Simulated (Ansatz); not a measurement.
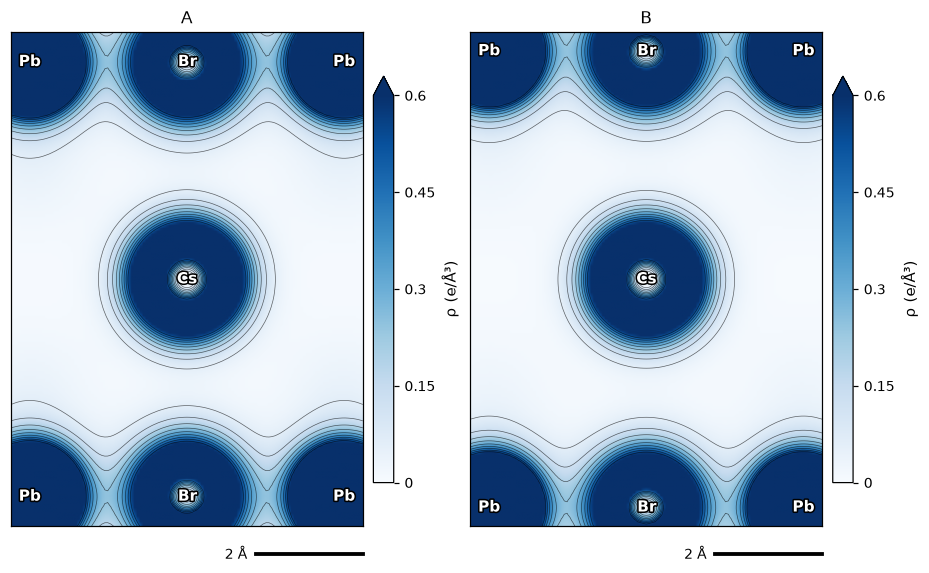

CsPbBr$_{3}$. The valence electron density of two cells that differ in size and shape, on the (11̄0) plane of each (indices in the axes of the calculation cell), at one length scale and on one colour scale: B has 42.6 Å³ an atom and A 38.6.

Space group P4/mmm.

The calculation used DFT PBE, scalar-relativistic, plane waves, PAW (Ansatz 0.2.0).

Core electrons are frozen (PAW), and the valence fields are smoothed inside the atomic spheres.

### What changes from the larger cell to the smaller?

From the larger cell to the smaller, Pb–Br goes from 2.94 to 2.94 Å; Cs–Br goes from 4.26 to 4.06 Å, and the density at its midpoint from 0.02 to 0.03 e/Å³; the pressure goes from 0.4 to 2.9 GPa; the Kohn–Sham gap goes from 1.5 eV to 1.2 eV.
